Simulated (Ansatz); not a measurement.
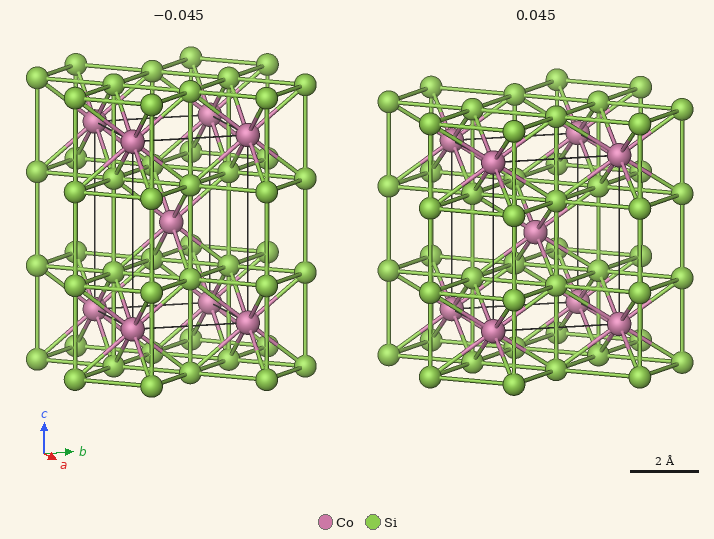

Crystalline CoSi$_{2}$ (set up in Fm-3m), under biaxial strain in the a–b plane (c relaxed, atoms fixed by symmetry), with energies (extrapolated to zero smearing) counted from the relaxed crystal, which is the row at zero; the cubic crystal is set up in a tetragonal cell with a = a(cubic)/√2 and c = a(cubic). The picture shows the first and the last member. Style: ball-and-stick. Shown: the cell of the calculation, slightly off an axis.

Computed with Ansatz 0.2.0: DFT PBEsol, scalar-relativistic, plane waves, PAW. Set-up: plane-wave cutoff 420 eV; k-point mesh 10 × 10 × 8; occupations gaussian; smearing width 0.1 eV; no spin polarisation; force threshold 0.008 eV/Å.

| strain | energy (meV/atom) | a (Å) | c (Å) |
| --- | --- | --- | --- |
| −0.045 | 37.66 | 3.587 | 5.644 |
| −0.03 | 16.47 | 3.644 | 5.523 |
| −0.015 | 3.77 | 3.700 | 5.413 |
| 0.0 | 0.00 | 3.757 | 5.313 |
| 0.015 | ? | ? | ? |
| 0.03 | 17.16 | 3.869 | 5.144 |
| 0.045 | 37.43 | 3.926 | 5.076 |

Question: One row is withheld. What does the calculation give there?

Answer: A parabola through three neighbouring rows (−0.015, 0.0, 0.03) gives, with Lagrange weights, (−0.3333)(3.77) + (1.0000)(0.00) + (0.3333)(17.16) = 4.46 meV/atom. The calculation gives 4.70 meV/atom (a = 3.813 Å, c = 5.224 Å). The estimate is 0.24 meV/atom too low. From the first member to the last: Si–Si 2.822 → 2.538 Å, Si–Si 2.537 → 2.776 Å, Co–Si 2.282 → 2.337 Å.

The whole series:

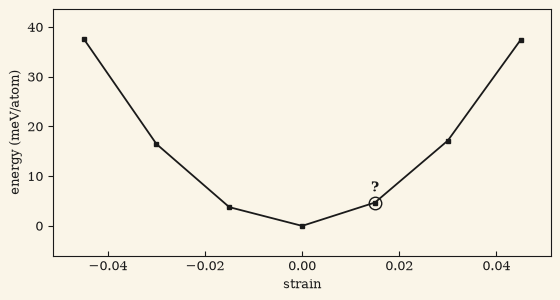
